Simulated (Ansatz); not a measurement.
## Run report: C, geometry relaxation (part 2 of 2)

The same run, continued: C (Fmmm, 2 atoms in the cell); DFT PBE+D3(BJ), scalar-relativistic, plane waves, PAW, no spin polarisation (Ansatz 0.2.0); cutoff 420 eV, 14×14×14 k-mesh, Gaussian smearing of 0.02 eV. The structure derives from an entry of the Crystallography Open Database.

Geometry of the input (Å; fractional positions):
```
0.0000  2.1270  3.3480
1.2280  0.0000  3.3480
1.2280  2.1270  0.0000
C  0.1667  0.8333  0.1667
C  0.8333  0.1667  0.8333
```

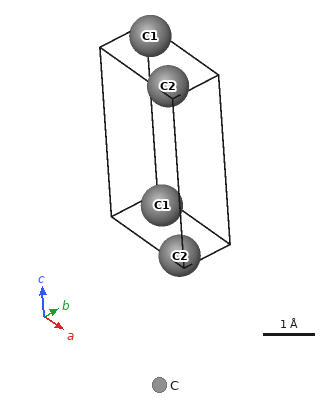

Figure 1. The geometry at step 2 of the log (ball-and-stick view of the reduced cell, seen slightly off an axis; atoms are numbered from 1 in the order of the input).

**Output, continued**
```
relax step   4: F+E_penalty+E_count = -502.16778235 eV  Δ(F+E_penalty+E_count) = -1.226e-3 eV  max|allowed force component| = 4.007e-3 eV/Å  Δτ_max = 0.0000 Å  P = +0.120 GPa  Ω = 17.798 Å³  stress off target by 2.14e-1 GPa  SCF on the basis re-selected at this cell (its energy is not comparable with the rows above)  (8 SCF iters)
basis re-selected at this cell: Δ(F+E_penalty+E_count) = -1.226e-3 eV, ΔP = +0.102 GPa vs the last step (what re-selecting the basis moved, of the pressure what is left beyond the Pulay correction that the steps carried, after the strain that the cell walked since its last selection, with what the two solves' SCF thresholds leave and, on support functions, any second-order correction that the steps lacked; it is no measure of the basis error at this ecutwfc). The dense FFT grid was sized anew with the basis: this SCF ran on 27×25×18 points, the steps before it on 27×24×18, so part of this shift can come from that change (see relax.cell in the input reference). This SCF's stress stands 2.14e-1 GPa from its target on what of the cell is left free (relax.cell.stress_tol is 5.00e-2 GPa) and its largest allowed force component is 4.01e-3 eV/Å (relax.f_tol is 5.00e-3 eV/Å): not within both, so this SCF does not close the relaxation
Crystal: 2 atoms, lattice volume = 17.868 Å³
iter 1 solved again at ethr=1.10e-6 eV; its pass at ethr=3.10e-3 eV (dr2=8.78e-5 eV) is discarded
SCF iter   1: F=—  HF=-502.167593 eV  |F-HF|=—  |Δ(HF+E_count)|=         —  Δρ=5.40e-4  dr2=7.14e-5  ethr=1.10e-6  ⟨swp⟩=2.2  Hψ=31868  notcnv=0
preconditioner: auto → none  [insulator: Δε(μ)=0.409 eV  Ē_g=18.371 eV  σ=0.020 eV  W_gap=1.00  n_scr=2 (ndim 8)  ℏωp=24.8 eV  f_vac=0.009  D(μ)=0.00/eV (n_scr^D=0)  ε∞_Penn≈2.8]
SCF iter   2: F=—  HF=-502.167576 eV  |F-HF|=—  |Δ(HF+E_count)|=   1.69e-5  Δρ=2.34e-4  dr2=1.35e-5  ethr=8.92e-7  ⟨swp⟩=2.0  Hψ=4715  notcnv=0
iter 3 did not close the SCF: its close was put off for the readings that it lacked (scf_convergence_deferred on its scf_iter line)
SCF iter   3: F=-502.167573 eV  HF=-502.167573 eV  |F-HF|=7.20e-8  |Δ(HF+E_count)|=   2.98e-6  Δρ=2.79e-5  dr2=7.36e-8  ethr=1.68e-7  ⟨swp⟩=2.9  Hψ=5168  notcnv=0
iter 4 did not close the SCF: its close was put off for the readings that it lacked (scf_convergence_deferred on its scf_iter line)
SCF iter   4: F=-502.167573 eV  HF=-502.167573 eV  |F-HF|=1.81e-10  |Δ(HF+E_count)|=   7.56e-8  Δρ=1.16e-6  dr2=1.34e-10  ethr=9.20e-10  ⟨swp⟩=2.7  Hψ=4824  notcnv=0
iter 5 did not close the SCF: its close was put off for the readings that it lacked (scf_convergence_deferred on its scf_iter line)
SCF iter   5: F=-502.167573 eV  HF=-502.167573 eV  |F-HF|=1.02e-11  |Δ(HF+E_count)|=  2.83e-10  Δρ=2.33e-7  dr2=3.62e-12  ethr=1.68e-12  ⟨swp⟩=2.1  Hψ=5130  notcnv=0
SCF iter   6: F=-502.167573 eV  HF=-502.167573 eV  |F-HF|=1.71e-13  |Δ(HF+E_count)|=  1.17e-11  Δρ=2.73e-8  dr2=9.83e-14  ethr=1.00e-12  ⟨swp⟩=1.0  Hψ=8561  notcnv=0
SCF 5 converged in 6 iterations: F = -502.167573 eV  dr2 = 9.83e-14
relax step   5: F+E_penalty+E_count = -502.16757288 eV  Δ(F+E_penalty+E_count) = +2.095e-4 eV  max|allowed force component| = 3.398e-4 eV/Å  Δτ_max = 0.0000 Å  P = +0.007 GPa  Ω = 17.868 Å³  energy of the carried Pulay correction = -2.657e-4 eV  (6 SCF iters, dr2 threshold 1.15e-7 eV, accepted)
Crystal: 2 atoms, lattice volume = 17.887 Å³
iter 1 solved again at ethr=7.10e-8 eV; its pass at ethr=3.10e-3 eV (dr2=5.68e-6 eV) is discarded
SCF iter   1: F=—  HF=-502.167502 eV  |F-HF|=—  |Δ(HF+E_count)|=         —  Δρ=1.38e-4  dr2=4.53e-6  ethr=7.10e-8  ⟨swp⟩=2.0  Hψ=30796  notcnv=0
preconditioner: auto → none  [insulator: Δε(μ)=0.414 eV  Ē_g=18.371 eV  σ=0.020 eV  W_gap=1.00  n_scr=2 (ndim 8)  ℏωp=24.8 eV  f_vac=0.009  D(μ)=0.00/eV (n_scr^D=0)  ε∞_Penn≈2.8]
SCF iter   2: F=—  HF=-502.167505 eV  |F-HF|=—  |Δ(HF+E_count)|=   2.55e-6  Δρ=6.14e-5  dr2=8.76e-7  ethr=5.66e-8  ⟨swp⟩=2.0  Hψ=4671  notcnv=0
iter 3 did not close the SCF: its close was put off for the readings that it lacked (scf_convergence_deferred on its scf_iter line)
SCF iter   3: F=-502.167504 eV  HF=-502.167504 eV  |F-HF|=4.61e-9  |Δ(HF+E_count)|=   1.59e-7  Δρ=7.17e-6  dr2=4.76e-9  ethr=1.10e-8  ⟨swp⟩=2.9  Hψ=5171  notcnv=0
iter 4 did not close the SCF: its close was put off for the readings that it lacked (scf_convergence_deferred on its scf_iter line)
SCF iter   4: F=-502.167504 eV  HF=-502.167504 eV  |F-HF|=1.53e-11  |Δ(HF+E_count)|=   4.81e-9  Δρ=3.04e-7  dr2=8.85e-12  ethr=5.95e-11  ⟨swp⟩=2.6  Hψ=4738  notcnv=0
iter 5 did not close the SCF: its close was put off for the readings that it lacked (scf_convergence_deferred on its scf_iter line)
SCF iter   5: F=-502.167504 eV  HF=-502.167504 eV  |F-HF|=6.82e-13  |Δ(HF+E_count)|=  2.15e-11  Δρ=5.74e-8  dr2=2.17e-13  ethr=1.00e-12  ⟨swp⟩=1.9  Hψ=4122  notcnv=0
iter 6 did not close the SCF: its close was put off for the readings that it lacked (scf_convergence_deferred on its scf_iter line)
SCF iter   6: F=-502.167504 eV  HF=-502.167504 eV  |F-HF|=0.00e0  |Δ(HF+E_count)|=  9.66e-13  Δρ=5.09e-9  dr2=2.57e-15  ethr=1.00e-12  ⟨swp⟩=1.0  Hψ=3424  notcnv=0
SCF iter   7: F=-502.167504 eV  HF=-502.167504 eV  |F-HF|=5.68e-14  |Δ(HF+E_count)|=  1.14e-13  Δρ=2.53e-9  dr2=8.68e-16  ethr=1.00e-12  ⟨swp⟩=1.0  Hψ=8569  notcnv=0
SCF 6 converged in 7 iterations: F = -502.167504 eV  dr2 = 8.68e-16
relax step   6: F+E_penalty+E_count = -502.16750443 eV  Δ(F+E_penalty+E_count) = +6.845e-5 eV  max|allowed force component| = 2.074e-4 eV/Å  Δτ_max = 0.0000 Å  P = +0.001 GPa  Ω = 17.887 Å³  energy of the carried Pulay correction = -3.379e-4 eV  (7 SCF iters, dr2 threshold 6.43e-9 eV, accepted)
iter 1 solved again at ethr=1.53e-7 eV; its pass at ethr=3.10e-3 eV (dr2=1.22e-5 eV) is discarded
SCF iter   1: F=—  HF=-502.167841 eV  |F-HF|=—  |Δ(HF+E_count)|=         —  Δρ=3.67e-5  dr2=3.62e-8  ethr=1.53e-7  ⟨swp⟩=2.7  Hψ=32370  notcnv=0
preconditioner: auto → none  [insulator: Δε(μ)=0.414 eV  Ē_g=18.372 eV  σ=0.020 eV  W_gap=1.00  n_scr=2 (ndim 8)  ℏωp=24.8 eV  f_vac=0.008  D(μ)=0.00/eV (n_scr^D=0)  ε∞_Penn≈2.8]
SCF iter   2: F=—  HF=-502.167845 eV  |F-HF|=—  |Δ(HF+E_count)|=   3.38e-6  Δρ=1.82e-5  dr2=7.16e-9  ethr=4.53e-10  ⟨swp⟩=2.4  Hψ=5245  notcnv=0
SCF iter   3: F=—  HF=-502.167845 eV  |F-HF|=—  |Δ(HF+E_count)|=   4.93e-8  Δρ=2.11e-6  dr2=1.13e-10  ethr=8.96e-11  ⟨swp⟩=2.2  Hψ=5095  notcnv=0
iter 4 did not close the SCF: its close was put off for the readings that it lacked (scf_convergence_deferred on its scf_iter line)
SCF iter   4: F=-502.167845 eV  HF=-502.167845 eV  |F-HF|=6.88e-12  |Δ(HF+E_count)|=  8.24e-10  Δρ=1.78e-7  dr2=4.08e-12  ethr=1.41e-12  ⟨swp⟩=2.1  Hψ=5122  notcnv=0
iter 5 did not close the SCF: its close was put off for the readings that it lacked (scf_convergence_deferred on its scf_iter line)
SCF iter   5: F=-502.167845 eV  HF=-502.167845 eV  |F-HF|=5.68e-14  |Δ(HF+E_count)|=  7.39e-12  Δρ=7.75e-9  dr2=1.49e-14  ethr=1.00e-12  ⟨swp⟩=1.0  Hψ=3424  notcnv=0
iter 6 did not close the SCF: its close was put off for the readings that it lacked (scf_convergence_deferred on its scf_iter line)
SCF iter   6: F=-502.167845 eV  HF=-502.167845 eV  |F-HF|=0.00e0  |Δ(HF+E_count)|=  5.68e-14  Δρ=1.45e-9  dr2=1.96e-16  ethr=1.00e-12  ⟨swp⟩=1.0  Hψ=3424  notcnv=0
iter 7 did not close the SCF: its close was put off for the readings that it lacked (scf_convergence_deferred on its scf_iter line)
SCF iter   7: F=-502.167845 eV  HF=-502.167845 eV  |F-HF|=0.00e0  |Δ(HF+E_count)|=  1.14e-13  Δρ=4.76e-10  dr2=2.76e-17  ethr=1.00e-12  ⟨swp⟩=1.0  Hψ=3424  notcnv=0
SCF iter   8: F=-502.167845 eV  HF=-502.167845 eV  |F-HF|=1.14e-13  |Δ(HF+E_count)|=    0.00e0  Δρ=2.05e-10  dr2=1.05e-17  ethr=1.00e-12  ⟨swp⟩=2.2  Hψ=9953  notcnv=0
SCF 7 converged in 8 iterations: F = -502.167845 eV  dr2 = 1.05e-17
relax step   7: F+E_penalty+E_count = -502.16784466 eV  Δ(F+E_penalty+E_count) = -3.402e-4 eV  max|allowed force component| = 1.786e-4 eV/Å  Δτ_max = 0.0000 Å  P = +0.015 GPa  Ω = 17.887 Å³  stress off target by 4.70e-2 GPa  SCF on the basis re-selected at this cell (its energy is not comparable with the rows above)  (8 SCF iters)
basis re-selected at this cell: Δ(F+E_penalty+E_count) = -3.402e-4 eV, ΔP = +0.014 GPa vs the last step (what re-selecting the basis moved, of the pressure what is left beyond the Pulay correction that the steps carried, after the strain that the cell walked since its last selection, with what the two solves' SCF thresholds leave and, on support functions, any second-order correction that the steps lacked; it is no measure of the basis error at this ecutwfc). This SCF's stress stands 4.70e-2 GPa from its target on what of the cell is left free (relax.cell.stress_tol is 5.00e-2 GPa) and its largest allowed force component is 1.79e-4 eV/Å (relax.f_tol is 5.00e-3 eV/Å): within both
SCF converged after 8 iterations
Free energy (F): -502.167845 eV
Harris-Foulkes:  -502.167845 eV  (|F-HF|=1.14e-13)
Internal energy: -502.167845 eV  (E = F + TS)
E sigma→0 (E₀):  -502.167845 eV
Fermi energy:    7.099562 eV
--- Per-component energies (eV) ---
  E_band       = -18.303594
  E_kinetic    = 181.895916
  E_local      = -312.532753  (includes V_loc(G=0)·N_el)
  E_nonlocal   = 54.613870
  E_hartree    = 95.121111
  E_xc         = -96.036375
  E_vxc        = -118.910983  (∫ρ·V_xc dr)
  E_paw        = -198.692017  (= ΣΔE_a)
  E_vpaw       = -13.611882  (= ΣTr[D̂ρ^β])
  E_aug_tail   = 0.000016  (compensation charges beyond the density's cutoff)
  E_ewald      = -226.229788
  E_disp       = -0.307825  (pairwise vdW)
  E_smearing   = -0.000000  (= −TS)
  E_closure    = 0.000000  (closes the sum)
  Σ components = -502.167845   (vs F -502.167845, Δ=0.00e0)
--- Forces (eV/Å), atoms counted from 1 ---
  atom   1  C      0.00000000     0.00017863     0.00000000
  atom   2  C      0.00000000    -0.00017863     0.00000000
  max |Σ_I F_I| component: 0.00e0 eV/Å
--- Stress (GPa, compression-positive) ---
        0.004228       0.000000       0.000000
        0.000000      -0.005129       0.000000
        0.000000       0.000000       0.046958
  P = ⅓ Tr σ = 0.0154 GPa (0.154 kbar)
--- Band table (eV; the first three rows and the last of 428) ---
  k-point 0: bands = ["-12.8015", "0.2140", "3.8287", "3.8354", "11.0215", "15.1782", "15.2611", "18.2267"]
  k-point 1: bands = ["-12.6767", "0.3243", "3.3522", "3.5763", "11.2293", "15.2933", "15.7184", "17.7838"]
  k-point 2: bands = ["-12.3038", "0.6569", "2.0904", "2.9457", "11.8468", "15.2950", "16.5714", "17.1198"]
  k-point 427: bands = ["-12.5304", "-1.6246", "3.8035", "3.8398", "15.1692", "15.2120", "17.0892", "18.3535"]
--- Relaxed structure (5 steps of the walk, 5 accepted, 2 SCFs on fresh bases) ---
  F+E_penalty+E_count = -502.16784466 eV   max|allowed force component| = 1.786e-4 eV/Å   (the final SCF, on the basis selected at the relaxed cell)
  cell:  # Å, volume = 17.8868 Å³
    - [0.0, 2.134556652552614, 3.399505814394586]
    - [1.2324769541247262, 0.0, 3.399505814394586]
    - [1.2324769541247262, 2.134556652552614, 0.0]
  atoms:
    - { symbol: C, position: [0.16673158442138025, 0.8332684155786197, 0.16673158442138025] }
    - { symbol: C, position: [0.8332684155786197, 0.16673158442138025, 0.8332684155786199] }
```

**Trajectory as extended XYZ (Å, eV, eV/Å), 7 frames, from step=1 to step=7**
```
2
Lattice="0.0000 2.1270 3.3480 1.2280 0.0000 3.3480 1.2280 2.1270 0.0000" Properties=species:S:1:pos:R:3:forces:R:3 step=1 energy=-502.16543 pressure_GPa=3.38
C     1.2280    0.7090    3.3480    0.0000   0.0311   0.0000
C     1.2280    3.5450    3.3480    0.0000  -0.0311   0.0000
2
Lattice="0.0000 2.1323 3.3764 1.2312 0.0000 3.3764 1.2312 2.1323 0.0000" Properties=species:S:1:pos:R:3:forces:R:3 step=2 energy=-502.16663 pressure_GPa=0.90
C     1.2312    0.7109    3.3764    0.0000   0.0146   0.0000
C     1.2312    3.5537    3.3764    0.0000  -0.0146   0.0000
2
Lattice="0.0000 2.1344 3.3831 1.2324 0.0000 3.3831 1.2324 2.1344 0.0000" Properties=species:S:1:pos:R:3:forces:R:3 step=3 energy=-502.16656 pressure_GPa=0.02
C     1.2324    0.7117    3.3831    0.0000   0.0040   0.0000
C     1.2324    3.5571    3.3831    0.0000  -0.0040   0.0000
2
Lattice="0.0000 2.1344 3.3831 1.2324 0.0000 3.3831 1.2324 2.1344 0.0000" Properties=species:S:1:pos:R:3:forces:R:3 step=4 energy=-502.16778 pressure_GPa=0.12
C     1.2324    0.7117    3.3831    0.0000   0.0040   0.0000
C     1.2324    3.5571    3.3831    0.0000  -0.0040   0.0000
2
Lattice="0.0000 2.1346 3.3959 1.2325 0.0000 3.3959 1.2325 2.1346 0.0000" Properties=species:S:1:pos:R:3:forces:R:3 step=5 energy=-502.16757 pressure_GPa=0.01
C     1.2325    0.7118    3.3959    0.0000  -0.0003   0.0000
C     1.2325    3.5573    3.3959    0.0000   0.0003   0.0000
2
Lattice="0.0000 2.1346 3.3995 1.2325 0.0000 3.3995 1.2325 2.1346 0.0000" Properties=species:S:1:pos:R:3:forces:R:3 step=6 energy=-502.16750 pressure_GPa=0.00
C     1.2325    0.7118    3.3995    0.0000   0.0002   0.0000
C     1.2325    3.5573    3.3995    0.0000  -0.0002   0.0000
2
Lattice="0.0000 2.1346 3.3995 1.2325 0.0000 3.3995 1.2325 2.1346 0.0000" Properties=species:S:1:pos:R:3:forces:R:3 step=7 energy=-502.16784 pressure_GPa=0.02
C     1.2325    0.7118    3.3995    0.0000   0.0002   0.0000
C     1.2325    3.5573    3.3995    0.0000  -0.0002   0.0000
```

**Key numbers**

```csv
quantity,value
outcome,converged
space group (tolerance 0.01 Å),Fmmm (69)
electrons treated,8
free energy,−502.1678 eV
Fermi energy,7.100 eV
gap on the k-point mesh,0.41 eV
pressure,0.02 GPa
final volume,17.89 Å³
largest force (length of the vector) at the end,under 0.001 eV/Å
final cell,"a = 4.014 Å, b = 3.616 Å, c = 2.465 Å, α = 80.19°, β = 62.58°, γ = 37.23°"
hardware,"2 threads of AMD EPYC (Zen 3), 32 GiB of memory available, shared host"
wall time,25 s (CPU time 49 s)
peak memory,0.42 GiB
```
